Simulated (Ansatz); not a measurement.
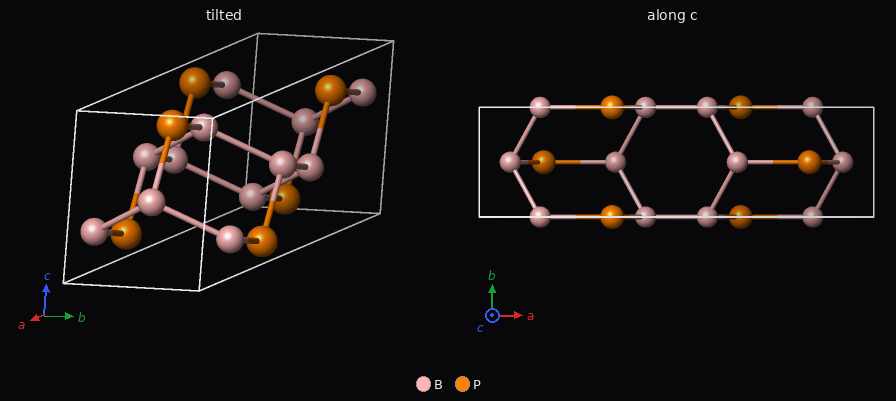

The crystal in a ball-and-stick representation, seen slightly off an axis and along the c axis. The conventional unit cell is drawn as a box. Cell: a = 11.21 Å, b = 3.03 Å, c = 3.65 Å, α = 90.00°, β = 103.20°, γ = 90.00°.

Its origin is a structure type filled with these elements by a generator (whether the compound takes this form wasn't checked). Earlier steps of the study may have refined or changed the cell and positions. Ansatz was used for an electronic-structure calculation on it.

> Summary of the structure:

The formula is B2P. It takes space group C2/m (No. 12) on a base-centred monoclinic lattice. Cell content 8 B, 4 P; Z = 4. The coordination shell of P holds five B at about 1.9 to 2.2 Å. B takes two kinds of site: 4i with three P and two B (about 2.0 Å to P, 1.8 Å to B); 4i with three B and two P (about 1.7 to 1.8 Å to B, 1.9 to 2.2 Å to P). The bonds build a three-dimensional framework.

Run with DFT PBE, scalar-relativistic, plane waves, PAW in Ansatz and these settings: wavefunction cutoff 420 eV, k-points about 0.18 Å⁻¹ apart, Gaussian smearing of 0.1 eV, no spin polarisation.

> How large a gap does the method give, if there is one?

A metal: bands cross the Fermi level.

> List the Bader charges.

B -0.01 to +0.25 e; P -0.24 e.

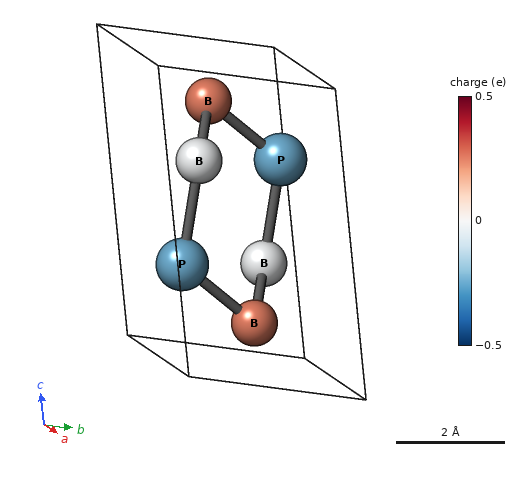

The atoms coloured by those charges. The run's cell of 6 atoms is drawn in a reduced setting, so axes and origin can differ from the first picture.

> Does this geometry sit at a stationary point of the energy?

Yes. All forces vanish to within 0.01 eV/Å. The pressure is 0.0 GPa, close to zero.
